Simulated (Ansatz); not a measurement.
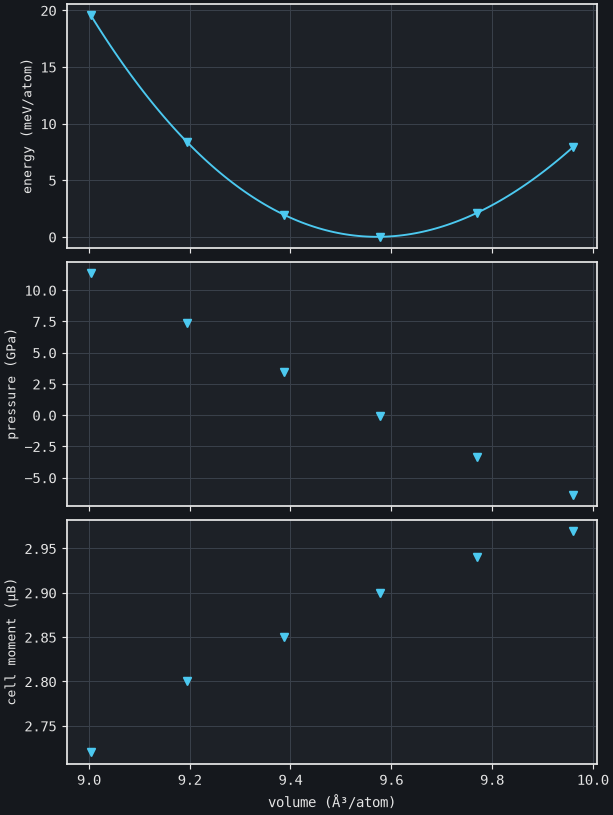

Computed with Ansatz 0.2.0: all-electron LAPW DFT, collinear spins; energies at scaled volumes of the given cell, shape and fractions fixed, counted from the fit's minimum, third-order Birch-Murnaghan fit. Level: PBE, collinear spin.

- k mesh: 11×11×11
- occupations: Fermi–Dirac
- smearing width: 0.05 eV
- potentials: all electron LAPW, scalar relativistic
- program settings: basis error eV/atom 0.0005

Cell as given: a = 2.996 Å, b = 2.996 Å, c = 2.996 Å, α = 60.33°, β = 60.33°, γ = 60.33°; 2 atoms.

Figure. Energy, pressure and cell moment against volume for CoO, space group R-3m (No. 166).

A third-order Birch–Murnaghan fit gives V0 = 9.57 Å³/atom, B0 = 170 GPa and B′ = 3.3. The energy is 19.58 meV/atom at volume 9.0035 Å³/atom and 7.93 meV/atom at 9.9613 Å³/atom; the lowest computed point is at volume 9.5781 Å³/atom (0.01 meV/atom), and no other minimum shows among the points. The pressure falls from 11.38 GPa at volume 9.0035 Å³/atom to −6.36 GPa at 9.9613 Å³/atom, and changes sign near 9.57 Å³/atom. The cell moment rises from 2.72 μB at volume 9.0035 Å³/atom to 2.97 μB at 9.9613 Å³/atom.

Limits of the calculation: shape and atomic fractions are frozen while scaling, which makes layered, chain and framework solids too stiff.
